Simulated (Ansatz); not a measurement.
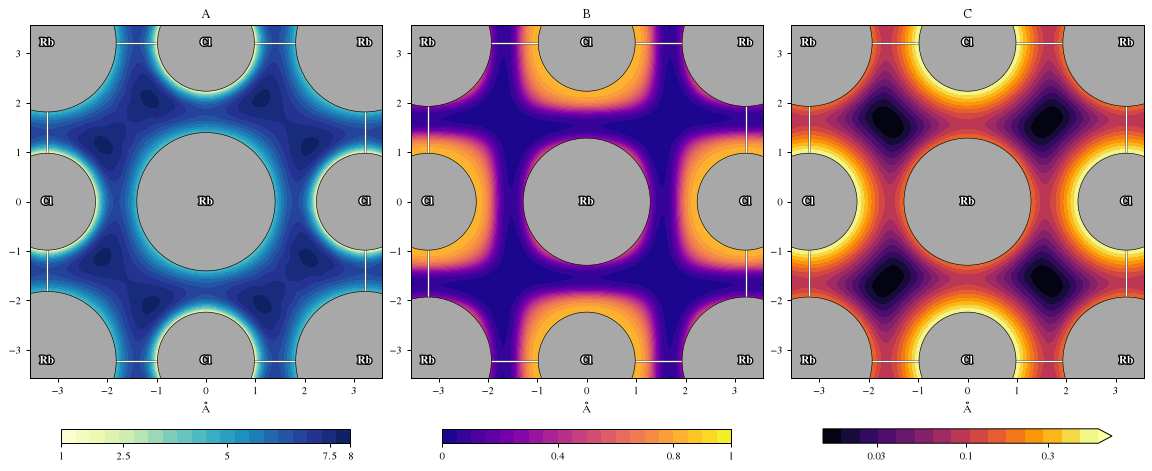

RbCl: 3 fields on the (100) plane of the conventional cell, with unlabelled colour scales. Grey discs cover the atomic cores.

Space group Fm-3m; changed on purpose from its base cell (Li replaced by Rb, lengths x 1.240, strained and moved within the space group); computed pressure about 2 GPa in this cell.

All numbers below come from DFT PBE, scalar-relativistic, plane waves, PAW in Ansatz 0.2.0.

Question: The panels show electron localisation function, electrostatic potential energy of an electron and valence pseudo-density in some order. Assign them.

Answer: Panel A: electrostatic potential energy of an electron (low next to the atoms, rising into the space between them). Panel B: electron localisation function. Panel C: valence pseudo-density. From the grid: Rb–Cl (3.22 Å): ρ is about 0.1 e/Å³ halfway; the ELF is about 0.05 at the midpoint; a largely ionic contact.
